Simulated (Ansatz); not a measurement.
```
Nb
1.0
     4.35690    0.00000    0.00000
     0.00000    4.35690    0.00000
     0.00000    0.00000    4.35690
Nb
4
Direct
  0.00000 0.00000 0.00000
  0.50000 0.50000 0.00000
  0.50000 0.00000 0.50000
  0.00000 0.50000 0.50000
```

Space group Fm-3m; changed on purpose from its base cell (strain +0.030 along x and y, +0.030 along z, atoms carried along); computed pressure about −18 GPa in this cell; computed without spin polarisation.

Method: DFT PBEsol, scalar-relativistic, plane waves, PAW (Ansatz 0.2.0).

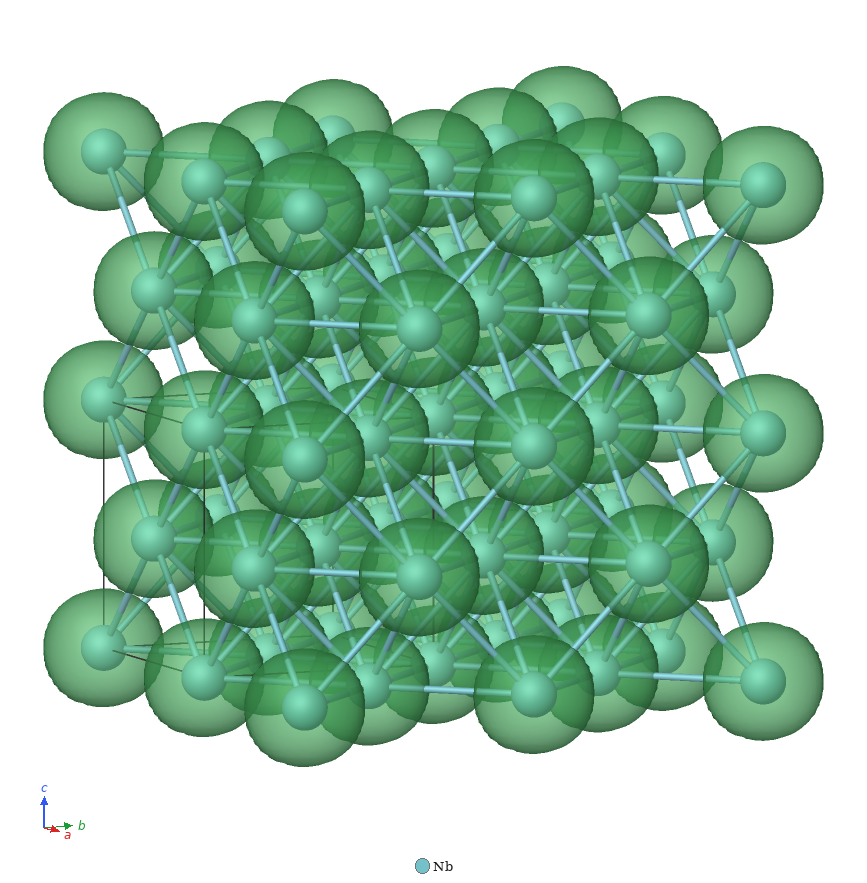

Nb. Isosurface of the valence charge density (pseudo) at 0.5 e/Å³ (green), seen slightly off an axis. Sticks mark near contacts.

The density is the valence pseudo-density of a PAW calculation; it isn't the true density close to the nuclei.

**Which contacts does the surface bridge?**

At this value the density breaks into separate islands; it holds about 70 % of the electrons treated as valence (semicore included). It bridges none of the near contacts. It is pinched off along the sampled Nb–Nb (3.08 Å) contacts. On the grid the lowest density along these lines, outside the cores, is 0.22 e/Å³ (Nb–Nb, 3.08 Å).
